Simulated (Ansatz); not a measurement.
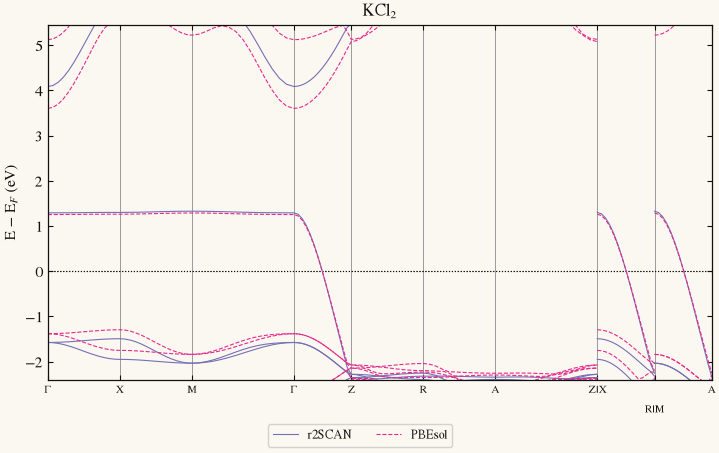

Band structures of KCl₂, space group P4/mmm, 3 atoms in the cell, by two methods on the same cell. Each is counted from its own Fermi level.

**What changes from one method to the other?**

Both give a metal. The 1 bands that come within 1 eV of the Fermi level differ by 0.08 eV on average and by 0.21 eV at most (between Z and R).

Settings. r2SCAN: DFT r2SCAN, scalar-relativistic, plane waves, PAW, no spin polarisation, 12×12×10 k mesh, 500 eV cutoff, Gaussian smearing of 0.1 eV (Ansatz). PBEsol: DFT PBEsol, scalar-relativistic, plane waves, PAW, no spin polarisation, 12×12×10 k mesh, 420 eV cutoff (Ansatz).

The structure is an invented one, so it need not be a known or stable phase. The electron count is odd and the run has no spin polarisation, so a magnetic state may lie lower.
